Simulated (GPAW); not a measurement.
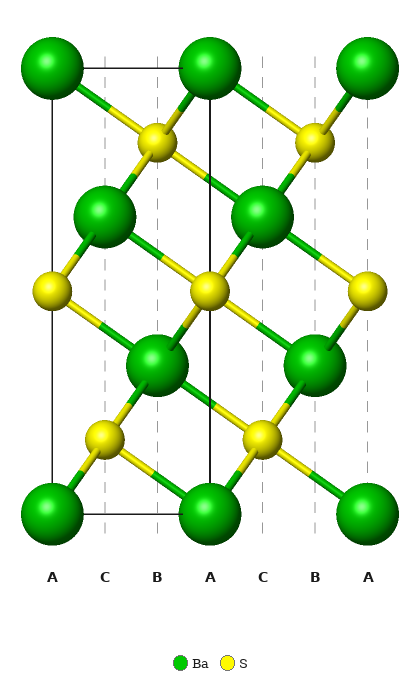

Projection along an edge of the hexagonal mesh, stacking direction [111] upwards. The dashed lines mark the three columns A (0, 0), B (1/3, 2/3) and C (2/3, 1/3). The box is the hexagonal cell of the face-centred cubic lattice. The sequence starts with the first layer at or above the cell's origin.

BaS. Coordinates: an entry of the Crystallography Open Database, as set up for an electronic-structure calculation.

Q: Read off the stacking sequence over one period.

A: Ba(A) – S(C) – Ba(B) – S(A) – Ba(C) – S(B) (six layers in 11.06 Å).

Q: How are the S layers alone stacked?

A: S layers alone: CAB, the cubic close-packed type.

Q: Which positions between or in the S layers do the other atoms fill?

A: Ba: three octahedral sites in each hexagonal cell.
